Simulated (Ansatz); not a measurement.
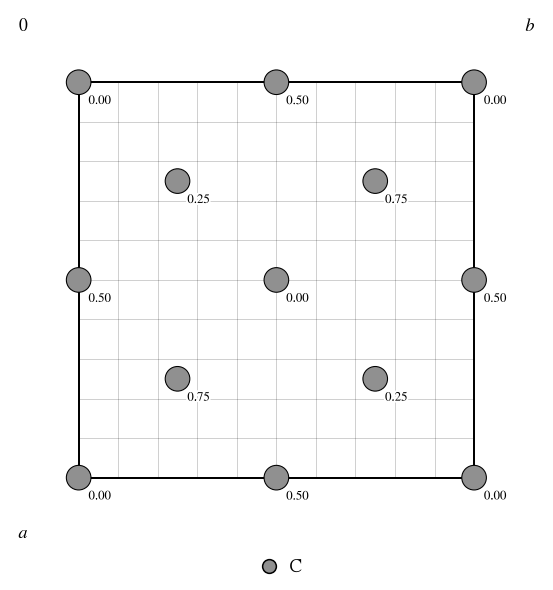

Plan of a unit cell projected along c (a down the page, b across); the numbers are heights as fractions of c, and atoms on the cell's edges are repeated. The grid marks tenths of a and b. Source: the geometry relaxed with Ansatz, DFT, PBEsol, plane waves (420 eV) with PAW, scalar-relativistic; the starting structure was generated, so it need not be a known form of this composition. The drawing is computed from the coordinates (standard cell, symmetry found to 0.002 Å).

a = 3.554 Å, b = 3.554 Å, c = 3.554 Å, α = 90.00°, β = 90.00°, γ = 90.00°.

What does the cell contain?

8 C: C, Z = 8.

Which space group?

Fd-3m (No. 227, origin choice 1), face-centred cubic.

Give the independent sites, coordinates to two places.

| atom | site | symmetry | x | y | z |
| --- | --- | --- | --- | --- | --- |
| C | 8a | -43m | 0.00 | 0.50 | 0.50 |
